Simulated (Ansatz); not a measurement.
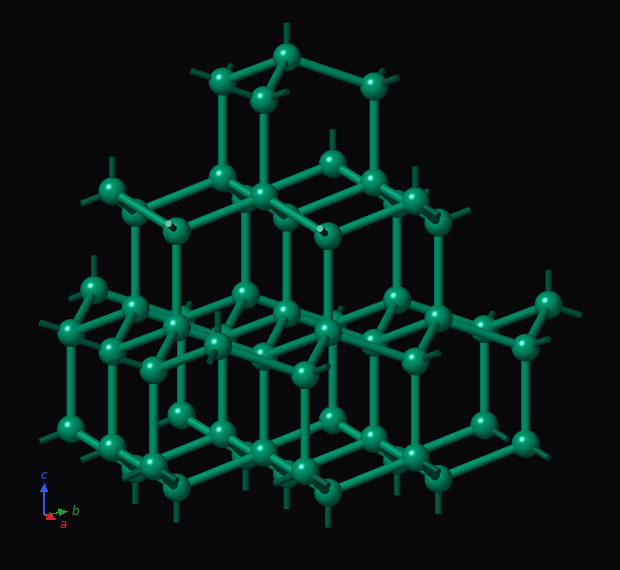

The picture shows a finite piece of the underlying net of a crystal structure, nodes on the atoms' positions. Nodes are coloured by topological kind. Short stubs are edges that leave the cut-out.

Q: What net is this?

A: A uninodal 4-connected, three-periodic net. It is the lon net, known from lonsdaleite, wurtzite and tridymite.

Q: Give point symbol and coordination sequence.

A: 6^6, sequence 4, 12, 25, 44.

Where the net comes from. The compound is Ge (space group P6_3/mmc, No. 194), taken as the geometry relaxed with Ansatz, DFT PBE, scalar-relativistic, plane waves, PAW. Bonds are taken as Ge–Ge below 2.8 Å; no other contact counts. Simplification: prune 0- and 1-connected atoms, fold 2-connected ones into links. Ge is a 4-connected node.
